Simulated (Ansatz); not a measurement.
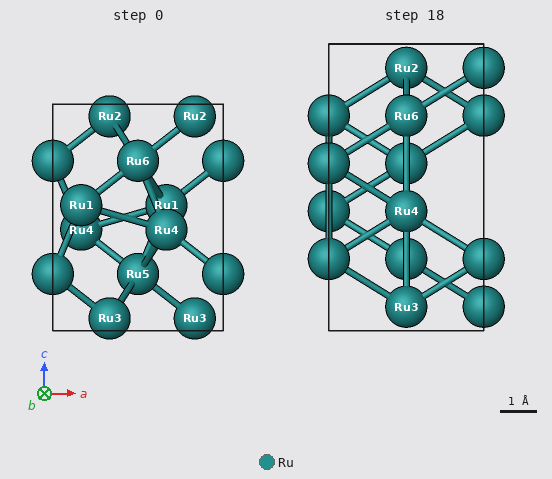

The structure of crystalline Ru (built on the random type) (coarse preliminary run) before (left) and after (right) a relaxation, at one scale.

Style: ball-and-stick. Shown: the conventional cell (2 times the calculation's cell), along the b axis. Lengths and directions refer to the drawn axes.

Case: random cell with space group C222_1 (No. 20).

The calculation used DFT PBE, scalar-relativistic, plane waves, PAW in Ansatz 0.2.0. Settings: plane-wave cutoff 420 eV; k-point mesh 6 × 6 × 4; occupations gaussian; smearing width 0.1 eV; no spin polarisation; cell and atoms relaxed; force threshold 0.04 eV/Å; at most 70 steps.

Describe what moved and what it gained.

Answer. The largest moves relative to the cell, 0.80 Å, are those of Ru1, Ru2, Ru3 and Ru4. Ru1 goes roughly along [−3 1 1]. The volume changes by +7.4 %, with a 4.838 → 4.399 Å (−9.1 %), b 5.402 → 5.040 Å (−6.7 %), c 6.429 → 8.140 Å (+26.6 %). Near-neighbour distances that change, for instance: Ru1–Ru6 3.492 → 2.624 Å, Ru1–Ru5 2.161 → 2.713 Å, Ru1–Ru4 1.929 → 2.472 Å, Ru1–Ru6 (another image) 2.096 → 2.624 Å. New bonds form: Ru1–Ru6 (3.49 → 2.62 Å), Ru2–Ru6 (3.49 → 2.62 Å), Ru3–Ru5 (3.49 → 2.62 Å), Ru4–Ru5 (3.49 → 2.62 Å). Bond angles that change, for instance: Ru1–Ru4–Ru6 91.9° → 58.9°, Ru1–Ru4–Ru6 82.5° → 56.7°, Ru3–Ru6–Ru4 155.9° → 180.0°. The space group (tolerance 0.01 Å) goes from C222_1 (No. 20) to Cmcm (No. 63). Over 15 accepted moves (18 points after the start) the energy falls by 16.401 eV per cell of the calculation. The largest force component goes from 9.9 to 0.025 eV/Å. Pressure: 123.17 GPa at the start and −0.04 GPa at the end. The line search rejected the trial step at point 10 of the run. The SCF was repeated twice at an unchanged geometry on a basis and grid sized afresh for the cell, which shifted the energy by 0.209 eV per cell of the calculation at most. The run took roughly 5 core-minutes on a shared host.
